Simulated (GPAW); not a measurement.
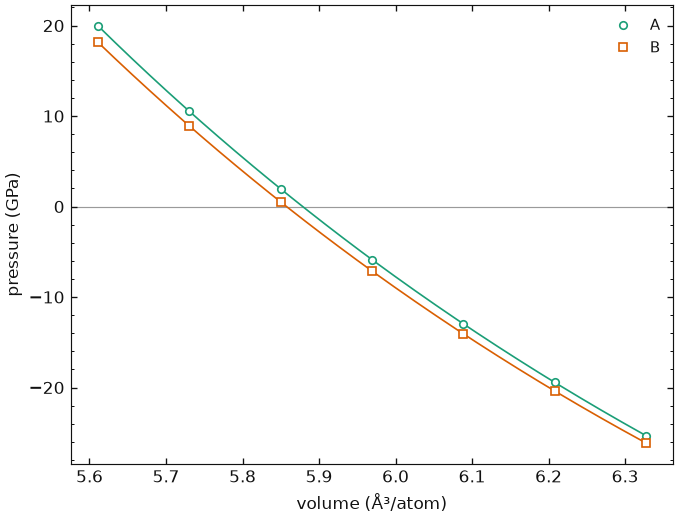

The plot gives the computed pressure against volume, with one curve for each functional, for BN (space group P6_3mc). The labels are replaced by letters. In alphabetical order the cases are: PBEsol; r2SCAN.

Computed with GPAW 26.7.0: PAW DFT in plane waves, on a grid or in atomic orbitals, no spin polarisation; energies at scaled volumes of the given cell, shape and fractions fixed, counted from the fit's minimum, third-order Birch-Murnaghan fit. All runs: no spin polarisation.

occupations Fermi–Dirac; smearing width 0.05 eV; wave cutoff 800 eV.

> Which letter stands for which functional?

A: r2SCAN; B: PBEsol.

Limits of the calculation: the fit and the printed pressures don't fully agree, or the minimum lies near the end of the range (r2SCAN); shape and atomic fractions are frozen while scaling, which makes layered, chain and framework solids too stiff.
